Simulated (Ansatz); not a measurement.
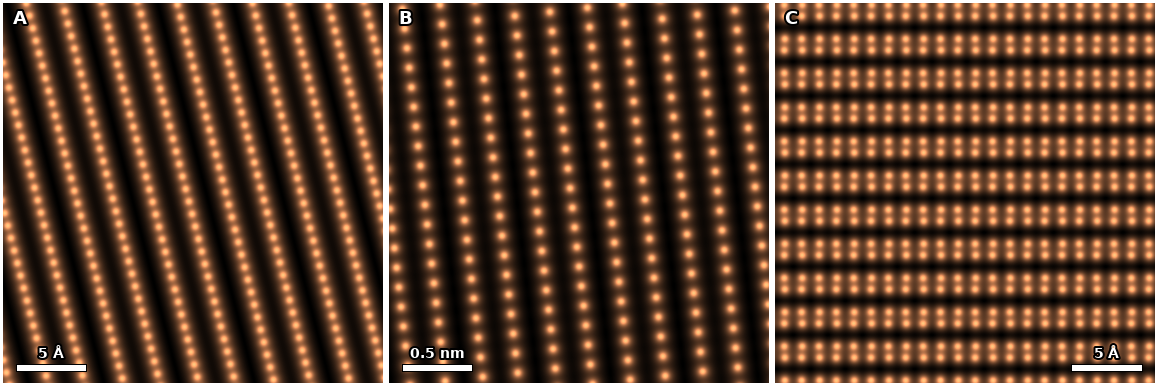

Three views of Nb (P6_3/mmc, No. 194) along different zone axes. Computed as the sum of neutral-atom potentials (tabulated electron scattering factors, B = 0.5 Å²) projected along the beam and smoothed by 0.25 Å; brighter is more positive. The display is stretched by a gamma of 0.7; percentages refer to the linear signal. Atomic positions: the geometry relaxed with DFT PBE, scalar-relativistic, plane waves, PAW in Ansatz 0.2.0; the starting structure was generated, so it need not be a known form of this composition.

```cif
data_structure
_symmetry_space_group_name_H-M 'P6_3/mmc'
_symmetry_Int_Tables_number 194
_cell_length_a 2.8728
_cell_length_b 2.8728
_cell_length_c 10.6467
_cell_angle_alpha 90.000
_cell_angle_beta 90.000
_cell_angle_gamma 120.000
_cell_volume 76.10
loop_
_atom_site_label
_atom_site_type_symbol
_atom_site_symmetry_multiplicity
_atom_site_Wyckoff_symbol
_atom_site_fract_x
_atom_site_fract_y
_atom_site_fract_z
_atom_site_occupancy
Nb1 Nb 4 f 0.33333 0.66667 0.12080 1
```

Q: Match the panels to the zone axes [201], [210] and [310].

A is [310]: projected cell 0.94 × 10.65 Å, 90°. B is [210]: projected cell 1.44 × 5.32 Å, 90°. C is [201]: projected cell 2.53 × 2.79 Å, 117°.
